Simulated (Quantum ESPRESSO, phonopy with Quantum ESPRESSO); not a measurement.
## SiC (Moissanite 3C): the LO frequency by hand

Aim: work out the LO frequency and the static dielectric constant of SiC (Moissanite 3C) from one linear-response run, then check them.

Method: DFT LDA, scalar-relativistic, plane waves, PseudoDojo norm-conserving pseudopotentials, in Quantum ESPRESSO 7.5.

**1. The relaxed structure**

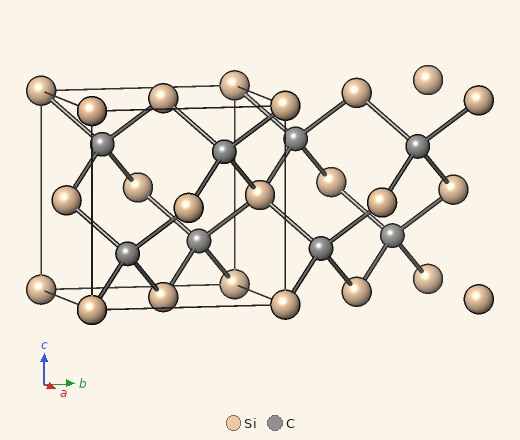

The cell as given, slightly off an axis (silicon light orange, carbon grey). 1×2×1 cells are drawn. This picture shows the conventional cell, with its axes. Bonds to atoms that aren't drawn are left out. Some periodic images of atoms are drawn too.

This is the cell after its relaxation at this level of theory, not the database cell from which that began.

**2. What the response run gave**

A linear-response run on the relaxed cell, with the response to an electric field; only its zone-centre results are used. Cutoff 82 Ry, k mesh 10×10×10.

Output:

```text
[banners, grids, parts of the stress and lines that vanish by symmetry left out]
Program PHONON v.7.5
     Reading xml data from directory:

[...]
Exchange-correlation= PW
                           (   1   4   0   0   0   0   0)
[...]
(   3 q-points):
[...]
kinetic-energy cut-off    =      82.0000  Ry
     charge density cut-off    =     328.0000  Ry
     convergence threshold     =      1.0E-18
[...]
Exchange-correlation= PW
                           (   1   4   0   0   0   0   0)
[...]
q = (   0.0000000   0.0000000   0.0000000 )
     25 Sym.Ops. (with q -> -q+G )
     G cutoff =  277.5696  (  13731 G-vectors)     FFT grid: ( 36, 36, 36)
     number of k points=    47
[...]
Mode symmetry, T_d (-43m)  point group:
[...]
Dielectric constant
[...]
End of electric fields calculation
          Dielectric constant in cartesian axis
          (       6.907788214      -0.000000000       0.000000000 )
          (      -0.000000000       6.907788214      -0.000000000 )
          (      -0.000000000      -0.000000000       6.907788214 )
          Effective charges (d Force / dE) in cartesian axis without acoustic sum rule applied (asr)
           atom    1  Si    Mean Z*:        2.72025
      Ex  (        2.72025        0.00000       -0.00000 )
      Ey  (        0.00000        2.72025       -0.00000 )
      Ez  (       -0.00000       -0.00000        2.72025 )
           atom    2  C     Mean Z*:       -2.72762
      Ex  (       -2.72762       -0.00000        0.00000 )
      Ey  (       -0.00000       -2.72762        0.00000 )
      Ez  (        0.00000        0.00000       -2.72762 )
          Effective charges Sum: Mean:       -0.00737
[...]
Effective charges (d Force / dE) in cartesian axis with asr applied:
           atom    1  Si    Mean Z*:        2.72393
[...]
atom    2  C     Mean Z*:       -2.72393
[...]
Representation #   1 modes #   1   2   3
[...]
End of self-consistent calculation
     Convergence has been achieved
     Representation #   2 modes #   4   5   6
[...]
End of self-consistent calculation
     Convergence has been achieved
[...]
Dielectric constant in cartesian axis
          (       6.907788214      -0.000000000       0.000000000 )
          (      -0.000000000       6.907788214      -0.000000000 )
          (      -0.000000000      -0.000000000       6.907788214 )
          Effective charges (d Force / dE) in cartesian axis without acoustic sum rule applied (asr)
           atom    1  Si    Mean Z*:        2.72025
[...]
q = (    0.000000000   0.000000000   0.000000000 )
[...]
freq (    1) =       0.030217 [THz] =       1.007946 [cm-1]
     freq (    2) =       0.030217 [THz] =       1.007946 [cm-1]
     freq (    3) =       0.030217 [THz] =       1.007946 [cm-1]
     freq (    4) =      23.927088 [THz] =     798.121758 [cm-1]
     freq (    5) =      23.927088 [THz] =     798.121758 [cm-1]
     freq (    6) =      23.927088 [THz] =     798.121758 [cm-1]
[...]
Mode symmetry, T_d (-43m)  point group:
     freq (   1-   3) =          1.0  [cm-1]   --> T_2  G_15 P_4   I+R
     freq (   4-   6) =        798.1  [cm-1]   --> T_2  G_15 P_4   I+R
[...]
Mode symmetry, C_3v (3m)   point group:
[...]
Representation #   1 mode #   1
[...]
End of self-consistent calculation
     Convergence has been achieved
     Representation #   2 mode #   2
[...]
End of self-consistent calculation
     Convergence has been achieved
     Representation #   3 modes #   3   4
[...]
Convergence has been achieved
     Representation #   4 modes #   5   6
[...]
Convergence has been achieved
[...]
q = (    0.353553391  -0.353553391   0.353553391 )
[...]
freq (    1) =       7.810162 [THz] =     260.518951 [cm-1]
     freq (    2) =       7.810162 [THz] =     260.518951 [cm-1]
     freq (    3) =      18.456751 [THz] =     615.650931 [cm-1]
     freq (    4) =      23.168611 [THz] =     772.821678 [cm-1]
     freq (    5) =      23.168611 [THz] =     772.821678 [cm-1]
     freq (    6) =      25.235008 [THz] =     841.749269 [cm-1]
[...]
Mode symmetry, C_3v (3m)   point group:
     freq (   1-   2) =        260.5  [cm-1]   --> E    L_3
     freq (   3-   3) =        615.7  [cm-1]   --> A_1  L_1
     freq (   4-   5) =        772.8  [cm-1]   --> E    L_3
     freq (   6-   6) =        841.7  [cm-1]   --> A_1  L_1
[...]
Mode symmetry, D_2d (-42m) point group:
[...]
Representation #   1 mode #   1
[...]
Convergence has been achieved
     Representation #   2 mode #   2
[...]
Convergence has been achieved
     Representation #   3 modes #   3   4
[...]
End of self-consistent calculation
     Convergence has been achieved
     Representation #   4 modes #   5   6
[...]
End of self-consistent calculation
     Convergence has been achieved
[...]
q = (    0.000000000  -0.707106781   0.000000000 )
[...]
freq (    1) =      10.982724 [THz] =     366.344243 [cm-1]
     freq (    2) =      10.982724 [THz] =     366.344243 [cm-1]
     freq (    3) =      19.028336 [THz] =     634.716971 [cm-1]
     freq (    4) =      23.046017 [THz] =     768.732367 [cm-1]
     freq (    5) =      23.046017 [THz] =     768.732367 [cm-1]
     freq (    6) =      24.898662 [THz] =     830.529956 [cm-1]
[...]
Mode symmetry, D_2d (-42m) point group:
     freq (   1-   2) =        366.3  [cm-1]   --> E    X_5  W_3
     freq (   3-   3) =        634.7  [cm-1]   --> B_2  X_3  W_2
     freq (   4-   5) =        768.7  [cm-1]   --> E    X_5  W_3
     freq (   6-   6) =        830.5  [cm-1]   --> A_1  X_1  W_1

   JOB DONE.
```

| quantity | value |
| --- | --- |
| cell volume Ω (Å³) | 20.234 |
| mass of Si (u) | 28.085 |
| mass of C (u) | 12.011 |
| Born charge of Si, raw (e) | 2.720 |
| Born charge of C, raw (e) | -2.728 |
| ε∞ | 6.908 |
| ω(TO) after the sum rule (cm⁻¹) | 798.1 |

**3. The calculation**

The charges must sum to zero over the cell; taking off their mean, -0.004 e, leaves Z* = 2.724 e on Si. In the polar mode Si moves against C, so the reduced mass is μ = 28.09 × 12.01 / 40.10 = 8.413 u.

A longitudinal wave builds up a field that adds to the restoring force: ω(LO)² = ω(TO)² + 4π Z*² / (μ Ω ε∞), in Hartree atomic units. With μ = 15336 electron masses and Ω = 136.54 bohr³ the second term is 6.4457e-06 Ha², or 310482 cm⁻² (1 Ha = 219474.6 cm⁻¹).

So ω(LO) = √(636996 + 310482) = 973.4 cm⁻¹, and by the Lyddane-Sachs-Teller relation ε₀ = ε∞ (ω(LO)/ω(TO))² = 10.27.

**4. Check against the program**

The analysis program adds the same non-analytic term to the full matrix, here for q along (1 0 0).

Output:

```text
[banner, memory and clock lines left out]
Program DYNMAT v.7.5

     Reading Dynamical Matrix from file x.dyn1
     ...Force constants read
     ...epsilon and Z* read

     Polarizability (A^3 units)
     multiply by 0.336784 for Clausius-Mossotti correction
         9.512400   -0.000000   -0.000000
        -0.000000    9.512400   -0.000000
         0.000000   -0.000000    9.512400

     IR activities are in (D/A)^2/amu units

# mode   [cm-1]    [THz]      IR
    1      0.00    0.0000    0.0000
    2      0.00    0.0000    0.0000
    3      0.00    0.0000    0.0000
    4    798.12   23.9270   20.3474
    5    798.12   23.9270   20.3474
    6    973.39   29.1815   20.3474
```

ε₀ comes from the program's run without a direction of q.

| quantity | by hand | program |
| --- | --- | --- |
| ω(LO) (cm⁻¹) | 973.4 | 973.4 |
| ε₀ | 10.27 | 10.27 |

**5. What came out**

```json
{"TO mode": "798.1 cm⁻¹", "LO mode": "973.4 cm⁻¹", "static dielectric constant": "10.27"}
```

The LO mode of SiC (Moissanite 3C) lies at 973 cm⁻¹, 175 cm⁻¹ above the TO mode; the formula meets the program within 0.1 cm⁻¹, as it must for a cubic crystal with one polar mode. ω(LO)² − ω(TO)² goes with Z*²/ε∞: an error of 5 % in ε∞ would move the LO mode by 7.6 cm⁻¹, and semilocal functionals tend to overestimate ε∞. These are harmonic values at zero temperature, at the volume of this functional, for the structure held cubic; stability elsewhere in the zone is no part of this calculation.

[Host names and launcher messages were left out of these logs when they were recorded.]

[Logs are printed without paths, hosts, clocks, repeated set-up lines and the standing remarks that a program may print on its own settings, such as how far it seeks lower states.]

[Hosts, paths, dates, database ids (printed as entryN), source tags and the programs' standing remarks are cut or masked in the printed files.]
